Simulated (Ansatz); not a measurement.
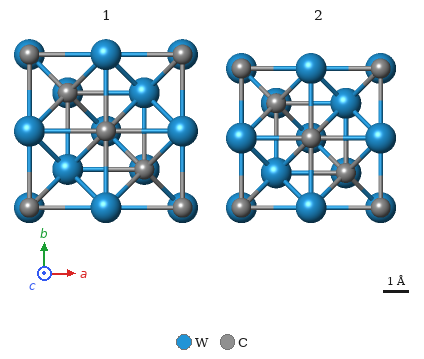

Two geometries of crystalline WC (a generated structure, set up in Fd-3m) (coarse preliminary run), drawn at one scale. One is the start of a relaxation, the other its converged end. Style: ball-and-stick. Shown: the conventional cell (4 times the calculation's cell), along the c axis. Lengths and directions refer to the drawn axes.

All numbers below come from DFT PBE, scalar-relativistic, plane waves, PAW (Ansatz). Settings: plane-wave cutoff 420 eV; k-point mesh 6 × 6 × 6; occupations gaussian; smearing width 0.1 eV; no spin polarisation; cell and atoms relaxed; force threshold 0.04 eV/Å; at most 70 steps.

Which one is relaxed?

Answer. Structure 2 is the relaxed one. The atoms keep their places relative to the cell (all moves are under 0.005 Å). The drawn cell changes as follows: a = b = c 6.352 → 5.776 Å (−9.1 %); the volume changes by −24.8 %. Near-neighbour distances that change, for instance: C–W 3.176 → 2.888 Å, W–W 2.750 → 2.501 Å, C–W 2.750 → 2.501 Å. The space group stays Fd-3m (No. 227). Over 4 accepted moves (5 points after the start) the energy falls by 2.393 eV per cell of the calculation. All forces vanish by symmetry, so only the cell relaxes. Pressure: −37.28 GPa at the start and −0.21 GPa at the end. At 1 point the geometry stayed and the basis and grid were re-selected for the new cell (energy shift of 6.7 meV per cell of the calculation at most each time). Cost: 7.7 s on 1 thread of Intel(R) Xeon(R) Platinum 8375C CPU @ 2.90GHz (Ice Lake) (shared host), peak memory 0.39 GiB.
